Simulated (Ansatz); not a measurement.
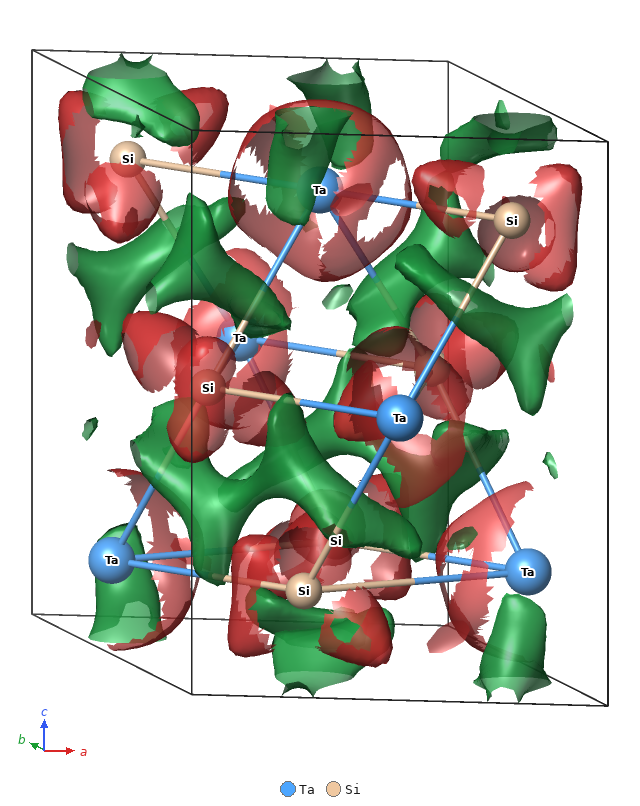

*TaSi$_{2}$. Bonding charge density, ρ(crystal) − Σ ρ(neutral atoms): green surfaces at +0.04 and red ones at −0.04 e/Å³, in the conventional cell seen slightly off an axis (the regions close to the nuclei are left out). Cores are masked to 1.0 Å (Ta) and 0.8 Å (Si).*

Space group P6_222; not relaxed (largest force 0.8 eV/Å).

All numbers below come from DFT PBEsol, scalar-relativistic, plane waves, PAW (Ansatz).

Core electrons are frozen (PAW), so the fields are smoothed inside the atomic spheres.

Question: Describe the bonding charge.

Answer: Si–Si (2.59 Å): Δρ is +0.05 e/Å³ at the midpoint.
Si–Ta (2.59 Å): Δρ is +0.05 e/Å³ at the midpoint.
Ta–Ta (3.24 Å): Δρ is +0.013 e/Å³ at the midpoint.
Over the whole cell, outside the masked cores, the largest gain, 0.06 e/Å³, lies 1.2 Å from a silicon nucleus and 1.5 Å from a tantalum one, and the largest loss lies at the edge of the masked core of Si.
The rearranged charge, half the integral of |Δρ|, is about 0.19 e an atom.
Bader charges: Ta +0.78 and Si −0.39 e. Among metals such charges hang on how the charge between the atoms is shared out.
